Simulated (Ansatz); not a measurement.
# C: a changed input and its effect

System: C (6 atoms in the cell).
Method of the first run: DFT PBE, scalar-relativistic, plane waves, PAW, spin-polarised (Ansatz 0.2.0).

The structure was made by a generator, so it may or may not be a known phase. Text and figures count atoms from 1; the logs count them from 0 in places.

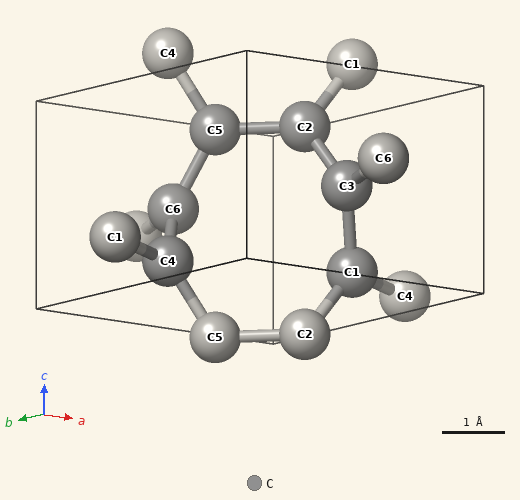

The structure (ball-and-stick view of the cell of the calculation, seen at an oblique angle; neighbours outside the cell are drawn fainter; atoms are numbered from 1 in the order of the input). Near neighbours in the crystal (not all of them lie inside the picture): C has 3 C at 1.46 Å.

The input, the first run:
```yaml
crystal:
  lattice:
    - [4.21234768, 0.0, 0.0]
    - [-2.10617384, 3.6480001, 0.0]
    - [0.0, 0.0, 3.57429531]
  atoms:
    - { symbol: C, position: [0.8, 0.4, 0.16666667], spin: 1.0 }
    - { symbol: C, position: [0.6, 0.4, 0.83333333], spin: 1.0 }
    - { symbol: C, position: [0.6, 0.2, 0.5], spin: 1.0 }
    - { symbol: C, position: [0.2, 0.6, 0.16666667], spin: 1.0 }
    - { symbol: C, position: [0.4, 0.6, 0.83333333], spin: 1.0 }
    - { symbol: C, position: [0.4, 0.8, 0.5], spin: 1.0 }
basis:
  ecutwfc: 420
kpoints:
  mp_grid: { grid: [6, 6, 6] }
hamiltonian:
  xc: pbe
scf:
  occupations: { method: gaussian, width: 0.1 }
  lower_state_search: "off"
output:
  forces: true
  stress: true
  eigenvalues: true
  populations: true
magnetization:
  spin_polarized: true
```

Command:
```bash
ansatz run input.yaml --threads 1 --pin off --max-ram 2560MiB --backend cpu --events-out ev --progress --plain --runs-dir out
```

Hardware: 1 thread of AMD EPYC (Zen 5), 64 GiB of memory available, shared host.

Output, shortened to warnings, some set-up lines, iterations and results (the first run):
```
WARN: the starting moments were not kept: the SCF closed with an absolute magnetisation of 1.1e-6 μB, where they sum to 6 μB in size (6 sites). That is at most 0.1 of that sum. Measured as dr2_m measures the in/out step, that magnetisation stands 1.7e-13 eV from none, at or under the dr2_threshold of 1.0e-7 eV: it is no larger than a step whose dr2_m would equal this threshold. The system may …
Basis set: ecut = 420 eV, 1049 PW (Γ), exchange–correlation on 60×60×48 points (8 copies of the dense FFT grid, shifted against one another)
Symmetry: 12 space group operations
k-points: 28 of 216 (time reversal used)
Initial density: superposition of atomic densities (chi_scale 0.1, normalization cell)
[...]
SCF iter   1: F=—  HF=-1500.368844 eV  |F-HF|=—  |Δ(HF+E_count)|=         —  Δρ=1.08e-1 (↑6.21e-2 ↓1.08e-1)  dr2=6.12e0  dr2_m=2.31e0  M=0.766 μB ∫|m|=0.771 μB  β_m=0.30  …
SCF iter   2: F=—  HF=-1500.501036 eV  |F-HF|=—  |Δ(HF+E_count)|=   1.32e-1  Δρ=8.20e-2 (↑4.78e-2 ↓8.20e-2)  dr2=3.63e0  dr2_m=1.37e0  M=0.341 μB ∫|m|=0.355 μB  β_m=0.30  …
SCF iter   3: F=—  HF=-1499.576427 eV  |F-HF|=—  |Δ(HF+E_count)|=   9.25e-1  Δρ=3.89e-2 (↑3.89e-2 ↓3.80e-2)  dr2=8.92e-2  dr2_m=7.11e-1  M=0.205 μB ∫|m|=0.223 μB  β_m=0.30  …
SCF iter   4: F=—  HF=-1499.939446 eV  |F-HF|=—  |Δ(HF+E_count)|=   3.63e-1  Δρ=2.82e-2 (↑2.80e-2 ↓2.82e-2)  dr2=2.96e-2  dr2_m=3.88e-1  M=0.095 μB ∫|m|=0.116 μB  β_m=0.30  …
SCF iter   5: F=—  HF=-1500.134949 eV  |F-HF|=—  |Δ(HF+E_count)|=   1.96e-1  Δρ=2.04e-2 (↑2.02e-2 ↓2.04e-2)  dr2=8.24e-4  dr2_m=2.08e-1  M=0.027 μB ∫|m|=0.057 μB  β_m=0.30  …
SCF iter   6: F=—  HF=-1500.220549 eV  |F-HF|=—  |Δ(HF+E_count)|=   8.56e-2  Δρ=1.46e-2 (↑1.46e-2 ↓1.44e-2)  dr2=1.48e-4  dr2_m=1.06e-1  M=0.010 μB ∫|m|=0.038 μB  β_m=0.30  …
SCF iter   7: F=—  HF=-1500.263537 eV  |F-HF|=—  |Δ(HF+E_count)|=   4.30e-2  Δρ=1.02e-2 (↑1.02e-2 ↓1.02e-2)  dr2=8.09e-6  dr2_m=5.26e-2  M=0.009 μB ∫|m|=0.030 μB  β_m=0.30  …
SCF iter   8: F=—  HF=-1500.284813 eV  |F-HF|=—  |Δ(HF+E_count)|=   2.13e-2  Δρ=7.21e-3 (↑7.20e-3 ↓7.21e-3)  dr2=3.48e-6  dr2_m=2.61e-2  M=0.009 μB ∫|m|=0.023 μB  β_m=0.65  …
SCF iter   9: F=—  HF=-1500.305908 eV  |F-HF|=—  |Δ(HF+E_count)|=   2.11e-2  Δρ=2.06e-4 (↑2.05e-4 ↓2.06e-4)  dr2=7.88e-8  dr2_m=2.13e-5  M=0.001 μB ∫|m|=0.003 μB  β_m=0.82  …
SCF iter  10: F=—  HF=-1500.305935 eV  |F-HF|=—  |Δ(HF+E_count)|=   2.61e-5  Δρ=5.50e-5 (↑5.50e-5 ↓5.42e-5)  dr2=5.51e-9  dr2_m=1.50e-6  M=0.000 μB ∫|m|=0.001 μB  β_m=0.91  …
SCF iter  11: F=-1500.305937 eV  HF=-1500.305937 eV  |F-HF|=4.99e-9  |Δ(HF+E_count)|=   2.69e-6  Δρ=2.61e-6 (↑2.61e-6 ↓1.99e-6)  dr2=8.21e-9  dr2_m=8.17e-10  M=-0.000 μB …
SCF iter  12: F=-1500.305937 eV  HF=-1500.305937 eV  |F-HF|=2.16e-10  |Δ(HF+E_count)|=   3.05e-9  Δρ=6.13e-7 (↑5.38e-7 ↓6.13e-7)  dr2=3.32e-11  dr2_m=1.61e-10  M=-0.000 μB …
SCF iter  13: F=-1500.305937 eV  HF=-1500.305937 eV  |F-HF|=3.64e-12  |Δ(HF+E_count)|=  2.56e-10  Δρ=8.86e-8 (↑8.86e-8 ↓8.45e-8)  dr2=3.58e-13  dr2_m=3.69e-12  M=0.000 μB …
SCF 1 converged in 13 iterations: F = -1500.305937 eV  dr2 = 3.58e-13
SCF converged after 13 iterations
Magnetization: 0.0000 μB (12.0000 up, 12.0000 down)
Absolute magnetization: 0.0000 μB (∫|ρ↑−ρ↓|, with the PAW one-centre terms)
Spin contamination: 0.0000 ħ² per cell (⟨S²⟩ above its minimum at these occupations)
Per-site moments (μB) at R_I (Å): [(4.185592647627289e-8, 0.601919991740581), (4.1855926483776976e-8, 0.6019199917405809), (4.1855926455029174e-8, 0.6019199917405809), (4.1855926525598506e-8, 0.6019199917405809), (4.185592647761864e-8, 0.6019199917405809), (4.185592642286359e-8, 0.6019199917405809)]
Free energy (F): -1500.305937 eV
Harris-Foulkes:  -1500.305937 eV  (|F-HF|=3.64e-12)
Internal energy: -1500.304730 eV  (E = F + TS)
E sigma→0 (E₀):  -1500.305333 eV
Entropy (-TS):   -0.001208 eV (-0.201 meV/atom)
Fermi energy:    7.060764 eV
--- Per-component energies (eV) ---
  E_band       = -50.556856
  E_kinetic    = 536.032688
  E_local      = -879.562169  (includes V_loc(G=0)·N_el)
  E_nonlocal   = 161.856122
  E_hartree    = 261.241191
  E_xc         = -284.556347
  E_vxc        = -352.158567  (∫ρ·V_xc dr)
  E_paw        = -594.768090  (= ΣΔE_a)
  E_vpaw       = -39.207362  (= ΣTr[D̂ρ^β])
  E_aug_tail   = 0.000037  (compensation charges beyond the density's cutoff)
  E_ewald      = -700.548162
  E_smearing   = -0.001208  (= −TS)
  E_closure    = 0.000000  (closes the sum)
  Σ components = -1500.305937   (vs F -1500.305937, Δ=0.00e0)
--- Forces (eV/Å), atoms counted from 1 ---
  atom   1  C      0.46167612     0.26654883     0.00000000
  atom   2  C     -0.46167612     0.26654883     0.00000000
  atom   3  C      0.00000000    -0.53309766    -0.00000000
  atom   4  C     -0.46167612    -0.26654883     0.00000000
  atom   5  C      0.46167612    -0.26654883     0.00000000
  atom   6  C     -0.00000000     0.53309766    -0.00000000
  max |Σ_I F_I| component: 7.20e-17 eV/Å
--- Stress (GPa, compression-positive) ---
      -22.273790       0.000000       0.000000
        0.000000     -22.273790       0.000000
        0.000000       0.000000      24.548706
  P = ⅓ Tr σ = -6.6663 GPa (-66.663 kbar)
--- Löwdin populations: 6 sites ---
  site symbol       q [e]    m [muB]
     0      C      3.9645     0.0000
     1      C      3.9645     0.0000
     2      C      3.9645     0.0000
     3      C      3.9645     0.0000
     4      C      3.9645     0.0000
     5      C      3.9645     0.0000
  spilling = 0.008886 (of n_electrons = 24.000000)
```

The input of the second run differs as follows (lines with − go, lines with + come):
```diff
-    - [4.21234768, 0.0, 0.0]
-    - [-2.10617384, 3.6480001, 0.0]
-    - [0.0, 0.0, 3.57429531]
+    - [3.9395020636, 0.0, 0.0]
+    - [-1.9697510318, 3.4117088654, 0.0]
+    - [0.0, 0.0, 3.7886859471]
-    - { symbol: C, position: [0.8, 0.4, 0.16666667], spin: 1.0 }
-    - { symbol: C, position: [0.6, 0.4, 0.83333333], spin: 1.0 }
-    - { symbol: C, position: [0.6, 0.2, 0.5], spin: 1.0 }
-    - { symbol: C, position: [0.2, 0.6, 0.16666667], spin: 1.0 }
-    - { symbol: C, position: [0.4, 0.6, 0.83333333], spin: 1.0 }
-    - { symbol: C, position: [0.4, 0.8, 0.5], spin: 1.0 }
+    - { symbol: C, position: [0.7961181966, 0.3980590983, 0.1666666667], spin: 1.0 }
+    - { symbol: C, position: [0.6019409017, 0.3980590983, 0.8333333333], spin: 1.0 }
+    - { symbol: C, position: [0.6019409017, 0.2038818034, 0.5], spin: 1.0 }
+    - { symbol: C, position: [0.2038818034, 0.6019409017, 0.1666666667], spin: 1.0 }
+    - { symbol: C, position: [0.3980590983, 0.6019409017, 0.8333333333], spin: 1.0 }
+    - { symbol: C, position: [0.3980590983, 0.7961181966, 0.5], spin: 1.0 }
-  mp_grid: { grid: [6, 6, 6] }
+  mp_grid: { grid: [6, 6, 4] }
```

What does this change do to the results?

With the same functional and potentials, the second run lies 126.5 meV per atom lower (other lines of the input change too). The pressure goes from −6.67 to −0.02 GPa. The largest force goes from 0.533 to 0.026 eV/Å. The volume per atom goes from 9.15 to 8.49 Å³. The number of SCF iterations is the same. The irreducible k-points go from 28 to 21. The plane waves at Γ go from 1049 to 1021.

Output, shortened to warnings, some set-up lines, iterations and results (the second run):
```
WARN: the starting moments were not kept: the SCF closed with an absolute magnetisation of 1.2e-6 μB, where they sum to 6 μB in size (6 sites). That is at most 0.1 of that sum. Measured as dr2_m measures the in/out step, that magnetisation stands 1.3e-13 eV from none, at or under the dr2_threshold of 1.0e-7 eV: it is no larger than a step whose dr2_m would equal this threshold. The system may …
Basis set: ecut = 420 eV, 1021 PW (Γ), exchange–correlation on 54×54×54 points (8 copies of the dense FFT grid, shifted against one another)
Symmetry: 12 space group operations
k-points: 21 of 144 (time reversal used)
Initial density: superposition of atomic densities (chi_scale 0.1, normalization cell)
[...]
SCF iter   1: F=—  HF=-1501.307993 eV  |F-HF|=—  |Δ(HF+E_count)|=         —  Δρ=1.20e-1 (↑7.19e-2 ↓1.20e-1)  dr2=6.77e0  dr2_m=2.76e0  M=0.301 μB ∫|m|=0.321 μB  β_m=0.30  …
SCF iter   2: F=—  HF=-1500.599249 eV  |F-HF|=—  |Δ(HF+E_count)|=   7.09e-1  Δρ=7.98e-2 (↑5.16e-2 ↓7.98e-2)  dr2=2.22e0  dr2_m=1.45e0  M=0.179 μB ∫|m|=0.198 μB  β_m=0.30  …
SCF iter   3: F=—  HF=-1500.443980 eV  |F-HF|=—  |Δ(HF+E_count)|=   1.55e-1  Δρ=4.13e-2 (↑4.13e-2 ↓3.97e-2)  dr2=3.36e-2  dr2_m=7.42e-1  M=0.098 μB ∫|m|=0.124 μB  β_m=0.30  …
SCF iter   4: F=—  HF=-1500.753801 eV  |F-HF|=—  |Δ(HF+E_count)|=   3.10e-1  Δρ=2.88e-2 (↑2.88e-2 ↓2.86e-2)  dr2=4.25e-3  dr2_m=3.82e-1  M=0.047 μB ∫|m|=0.072 μB  β_m=0.30  …
SCF iter   5: F=—  HF=-1500.910304 eV  |F-HF|=—  |Δ(HF+E_count)|=   1.57e-1  Δρ=2.02e-2 (↑2.02e-2 ↓2.02e-2)  dr2=1.20e-4  dr2_m=1.90e-1  M=0.038 μB ∫|m|=0.057 μB  β_m=0.30  …
SCF iter   6: F=—  HF=-1500.987043 eV  |F-HF|=—  |Δ(HF+E_count)|=   7.67e-2  Δρ=1.44e-2 (↑1.44e-2 ↓1.43e-2)  dr2=2.06e-5  dr2_m=9.60e-2  M=0.026 μB ∫|m|=0.042 μB  β_m=0.30  …
SCF iter   7: F=—  HF=-1501.025746 eV  |F-HF|=—  |Δ(HF+E_count)|=   3.87e-2  Δρ=1.02e-2 (↑1.02e-2 ↓1.02e-2)  dr2=3.58e-6  dr2_m=4.85e-2  M=0.018 μB ∫|m|=0.030 μB  β_m=0.30  …
SCF iter   8: F=—  HF=-1501.045222 eV  |F-HF|=—  |Δ(HF+E_count)|=   1.95e-2  Δρ=7.22e-3 (↑7.22e-3 ↓7.22e-3)  dr2=2.34e-6  dr2_m=2.43e-2  M=0.014 μB ∫|m|=0.024 μB  β_m=0.65  …
SCF iter   9: F=—  HF=-1501.064849 eV  |F-HF|=—  |Δ(HF+E_count)|=   1.96e-2  Δρ=1.80e-4 (↑1.80e-4 ↓1.78e-4)  dr2=1.50e-7  dr2_m=1.49e-5  M=0.001 μB ∫|m|=0.003 μB  β_m=0.82  …
SCF iter  10: F=—  HF=-1501.064876 eV  |F-HF|=—  |Δ(HF+E_count)|=   2.70e-5  Δρ=5.30e-5 (↑5.30e-5 ↓5.16e-5)  dr2=5.70e-9  dr2_m=1.28e-6  M=0.000 μB ∫|m|=0.001 μB  β_m=0.91  …
SCF iter  11: F=-1501.064879 eV  HF=-1501.064879 eV  |F-HF|=3.64e-9  |Δ(HF+E_count)|=   2.35e-6  Δρ=2.53e-6 (↑1.62e-6 ↓2.53e-6)  dr2=6.93e-9  dr2_m=6.48e-10  M=0.000 μB …
SCF iter  12: F=-1501.064879 eV  HF=-1501.064879 eV  |F-HF|=2.17e-10  |Δ(HF+E_count)|=   2.18e-9  Δρ=6.03e-7 (↑6.03e-7 ↓4.69e-7)  dr2=3.05e-11  dr2_m=1.29e-10  M=0.000 μB …
SCF iter  13: F=-1501.064879 eV  HF=-1501.064879 eV  |F-HF|=5.00e-12  |Δ(HF+E_count)|=  2.66e-10  Δρ=7.12e-8 (↑7.02e-8 ↓7.12e-8)  dr2=2.13e-13  dr2_m=2.22e-12  M=0.000 μB …
SCF 1 converged in 13 iterations: F = -1501.064879 eV  dr2 = 2.13e-13
SCF converged after 13 iterations
Magnetization: 0.0000 μB (12.0000 up, 12.0000 down)
Absolute magnetization: 0.0000 μB (∫|ρ↑−ρ↓|, with the PAW one-centre terms)
Spin contamination: 0.0000 ħ² per cell (⟨S²⟩ above its minimum at these occupations)
Per-site moments (μB) at R_I (Å): [(2.100209207790523e-8, 0.5738579188215085), (2.1002092030925866e-8, 0.5738579188215087), (2.1002092018714916e-8, 0.5738579188215086), (2.1002092044189435e-8, 0.5738579188215085), (2.1002092050103486e-8, 0.5738579188215087), (2.1002092029153274e-8, …
Free energy (F): -1501.064879 eV
Harris-Foulkes:  -1501.064879 eV  (|F-HF|=5.00e-12)
Internal energy: -1501.063518 eV  (E = F + TS)
E sigma→0 (E₀):  -1501.064199 eV
Entropy (-TS):   -0.001360 eV (-0.227 meV/atom)
Fermi energy:    7.920826 eV
--- Per-component energies (eV) ---
  E_band       = -33.123627
  E_kinetic    = 540.944694
  E_local      = -810.087113  (includes V_loc(G=0)·N_el)
  E_nonlocal   = 163.017702
  E_hartree    = 233.624175
  E_xc         = -286.292316
  E_vxc        = -354.458403  (∫ρ·V_xc dr)
  E_paw        = -595.242560  (= ΣΔE_a)
  E_vpaw       = -39.788899  (= ΣTr[D̂ρ^β])
  E_aug_tail   = 0.000046  (compensation charges beyond the density's cutoff)
  E_ewald      = -747.028146
  E_smearing   = -0.001360  (= −TS)
  E_closure    = 0.000000  (closes the sum)
  Σ components = -1501.064879   (vs F -1501.064879, Δ=0.00e0)
--- Forces (eV/Å), atoms counted from 1 ---
  atom   1  C      0.02240477     0.01293540    -0.00000000
  atom   2  C     -0.02240477     0.01293540     0.00000000
  atom   3  C      0.00000000    -0.02587080    -0.00000000
  atom   4  C     -0.02240477    -0.01293540     0.00000000
  atom   5  C      0.02240477    -0.01293540     0.00000000
  atom   6  C     -0.00000000     0.02587080    -0.00000000
  max |Σ_I F_I| component: 1.11e-16 eV/Å
--- Stress (GPa, compression-positive) ---
       -0.044873       0.000000      -0.000000
        0.000000      -0.044873       0.000000
        0.000000       0.000000       0.031525
  P = ⅓ Tr σ = -0.0194 GPa (-0.194 kbar)
--- Löwdin populations: 6 sites ---
  site symbol       q [e]    m [muB]
     0      C      3.9662     0.0000
     1      C      3.9662     0.0000
     2      C      3.9662     0.0000
     3      C      3.9662     0.0000
     4      C      3.9662     0.0000
     5      C      3.9662     0.0000
  spilling = 0.008443 (of n_electrons = 24.000000)
```

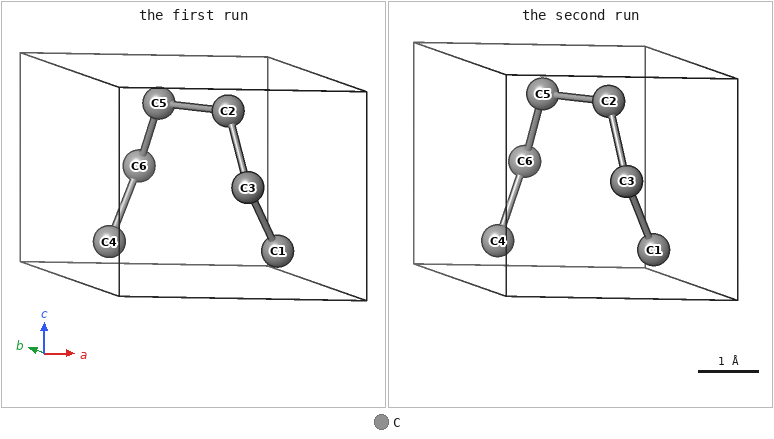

The two input geometries at one scale (ball-and-stick view of the cell of the calculation, seen slightly off an axis). The largest moves relative to the cell, 0.013 Å, are those of C1, C2, C3, C4, C5 and C6. (The mean shift of all atoms is removed.) The volume changes by −7.3 %, with a = b 4.212 → 3.940 Å (−6.5 %), c 3.574 → 3.789 Å (+6.0 %). Among the contacts that change: C1–C4 1.459 → 1.391 Å, C1–C2 1.459 → 1.477 Å.

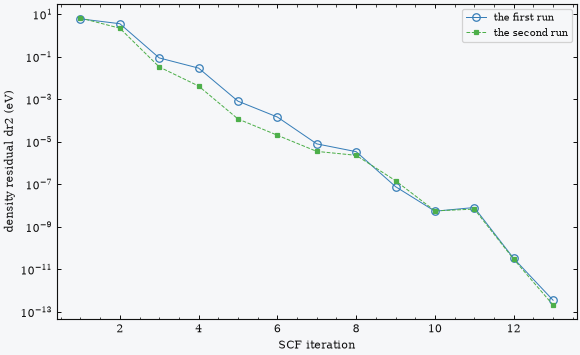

Convergence of the two runs: density residual dr2 against the SCF iteration. The first run takes 13 iterations in all, and the second run takes 13.

The two runs side by side:

```csv
quantity,the first run,the second run
outcome,converged,converged
free energy per atom (eV),−250.0510,−250.1775
gap on the mesh (eV),0.00,0.00
net moment of the cell (μB),0.00,0.00
absolute moment of the cell (μB),0.00,0.00
pressure (GPa),−6.67,−0.02
volume per atom (Å³),9.15,8.49
largest force (eV/Å),0.533,0.026
SCF iterations,13,13
irreducible k-points,28,21
plane waves at Γ,1049,1021
wall time (shared host),4 s,3.1 s
```

For both runs: Warnings: some starting moments were not kept.
